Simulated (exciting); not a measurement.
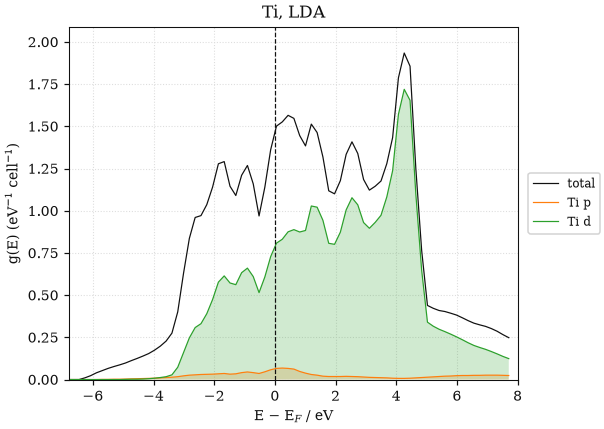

Density of states. Energies are counted from the Fermi level. The partial curves are projected inside the muffin-tin spheres; the rest of the total lies in parts that aren't drawn and between the spheres.

Input of the run:

```xml
<input>
  <title>Ti</title>
  <structure speciespath="./" tshift="false" cartesian="true">
    <crystal scale="1.88972612463">
      <basevect>0.000000000000 1.945316462000 1.945316462000</basevect>
      <basevect>1.945316462000 0.000000000000 1.945316462000</basevect>
      <basevect>1.945316462000 1.945316462000 0.000000000000</basevect>
    </crystal>
    <species speciesfile="Ti.xml" rmt="2">
      <atom coord="0.000000000000 0.000000000000 0.000000000000"/>
    </species>
  </structure>
  <groundstate do="fromscratch" ngridk="11 11 11" rgkmax="8" gmaxvr="14" lmaxapw="10" lmaxmat="10" lmaxvr="8" xctype="LDA_PZ" stype="Methfessel-Paxton 1" swidth="0.00183747" nempty="12" ValenceRelativity="iora*" epsengy="1e-05" epspot="1e-05" maxscl="60" outputlevel="normal"/>
  <properties>
    <dos nwdos="200" winddos="-0.8 0.6" inttype="tetra" ngrdos="100" nsmdos="1" lmirep="true"/>
    <TSvdW/>
  </properties>
</input>
```

System: fcc Ti, space group Fm-3m, 1 atom in the primitive cell, volume scaled by a factor 0.88.

Computed with exciting: LDA with TS dispersion, all-electron LAPW+lo, shipped species files, valence relativity iora*, no spin polarisation, no spin-orbit coupling, 11×11×11 k mesh in the self-consistent step, Methfessel-Paxton smearing of 0.05 eV.

**What is the density of states at the Fermi level?**

It is a metal. The density of states at the Fermi level is about 1.5 per eV and cell (mean within 0.25 eV).

**Which states dominate at the Fermi level?**

By projected weight, the states within 0.3 eV of the Fermi level are Ti d almost alone (inside the spheres).

The density of states comes from the program's own step for it, whose mesh and broadening can differ from those of the self-consistent step. This isn't the form of Ti at room conditions, which is hcp.
